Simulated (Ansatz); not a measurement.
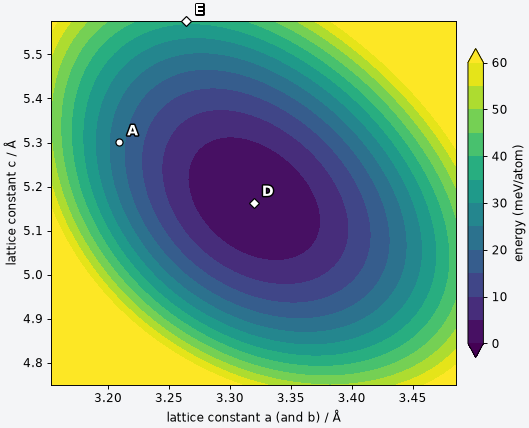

Sc (P6_3/mmc, No. 194; 2 atoms in the cell). The energy is mapped over the lattice constants a and c of the conventional cell. First axis: lattice constant a (and b). Second axis: lattice constant c. Nothing is relaxed (symmetry fixes all fractional coordinates). The scan uses a 7 × 7 grid. Energies are in meV/atom, from the lowest grid point. Computed with DFT PBE, scalar-relativistic, plane waves, PAW in Ansatz 0.2.0. Settings: cutoff 520 eV, k-mesh 15×15×10 in the order of the run's cell vectors, gaussian smearing 0.15 eV, no spin polarisation.

In the figure: filled contours, one colour for all values above the top of the scale, lettered points. Between grid points the surface is interpolated.

Is E the lowest point of the computed grid?

No. E lies 36 meV/atom above the lowest grid point, which is at lattice constant a (and b) = 3.320 Å, lattice constant c = 5.163 Å.

Rank the lettered points by energy, lowest first.

D (0 meV/atom), A (22 meV/atom), E (36 meV/atom).

What kind of point is each of A, D: minimum, saddle, maximum or slope?

A: on a slope; D: minimum. (In these two coordinates alone; a stationary point may lie a little off the grid point.)
